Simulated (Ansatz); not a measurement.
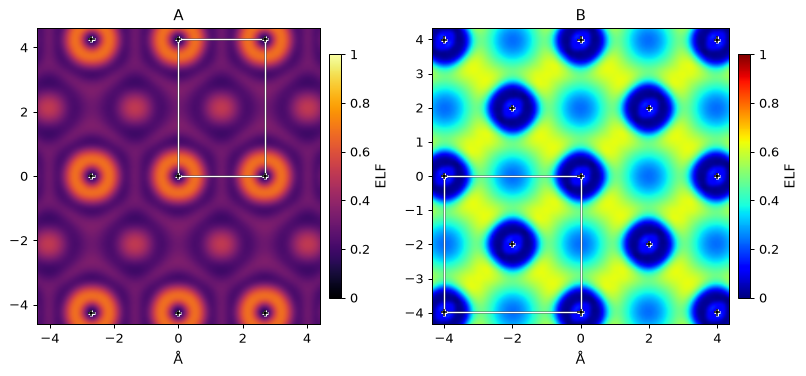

The ELF of 2 systems, each on a plane through atoms (crosses mark nuclei in the plane).

Computed with Ansatz, DFT r2SCAN, scalar-relativistic, plane waves, PAW.

System 1: Ru, the (100) plane of the conventional cell. Space group P6₃/mmc; a structure from a database of computed crystals, not necessarily the ambient phase; computed without spin polarisation.

```
Ru
1.0
     2.70246    0.00000    0.00000
    -1.35123    2.34040    0.00000
     0.00000    0.00000    4.26584
Ru
2
Direct
  0.33333 0.66667 0.25000
  0.66667 0.33333 0.75000
```

System 2: Al, the (100) plane of the conventional cell. Space group Fm-3m; a structure from a database of computed crystals, not necessarily the ambient phase; computed without spin polarisation.

```
Al
1.0
     3.99268    0.00000    0.00000
     0.00000    3.99268    0.00000
     0.00000    0.00000    3.99268
Al
4
Direct
  0.00000 0.00000 0.00000
  0.50000 0.50000 0.00000
  0.50000 0.00000 0.50000
  0.00000 0.50000 0.50000
```

Question: Which map belongs to which system?

Answer: Panel A is system 1, Ru: the plane holds Ru. Ru–Ru (2.70 Å): the ELF is about 0.30 at the midpoint. Panel B is system 2, Al: the plane holds Al. Al–Al (2.82 Å): the ELF peaks at about 0.65 between the atoms.
